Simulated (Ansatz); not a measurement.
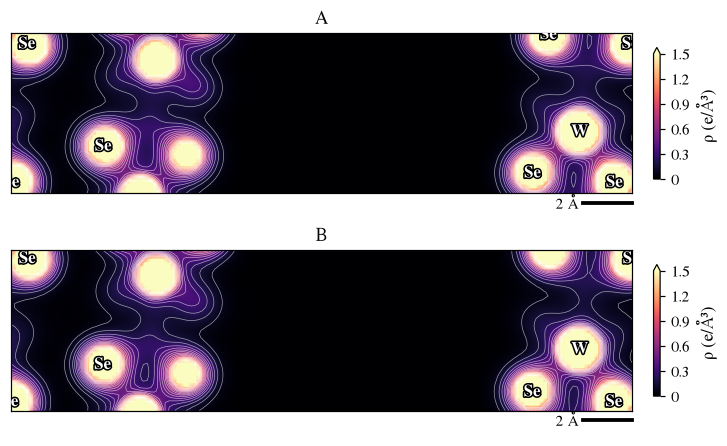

WSe2. The valence charge density (pseudo) of two cells that differ in size and shape, on the (111) plane of each (indices in the axes of the calculation cell), at one length scale and on one colour scale: B has 38.8 Å³ an atom and A 37.0.

Space group C2/m; a structure from a database of computed crystals, not necessarily the ambient phase.

The calculation used DFT r2SCAN, scalar-relativistic, plane waves, PAW (Ansatz).

The larger cell:

```yaml
crystal:
  lattice:
    - [3.36444, 0.00000, 0.00000]
    - [-1.68222, 2.87063, 0.00000]
    - [0.00000, 0.00000, 24.08179]
  atoms:
    - { symbol: W, position: [0.66667, 0.33333, 0.14239] }
    - { symbol: W, position: [0.33333, 0.66667, 0.85761] }
    - { symbol: Se, position: [0.33333, 0.66667, 0.21135] }
    - { symbol: Se, position: [0.66667, 0.33333, 0.92662] }
    - { symbol: Se, position: [0.33333, 0.66667, 0.07338] }
    - { symbol: Se, position: [0.66667, 0.33333, 0.78865] }
```

The smaller cell: a = 3.215 Å, b = 3.290 Å, c = 24.082 Å, α = 90.00°, β = 90.00°, γ = 119.25°.

Question: What changes from the larger cell to the smaller?

Answer: From the larger cell to the smaller, W–Se goes from 2.55 to 2.50 Å, and the density at its midpoint from 0.54 to 0.59 e/Å³; the pressure goes from −1.0 to 2.4 GPa; the Kohn–Sham gap goes from 1.5 eV to 1.7 eV.
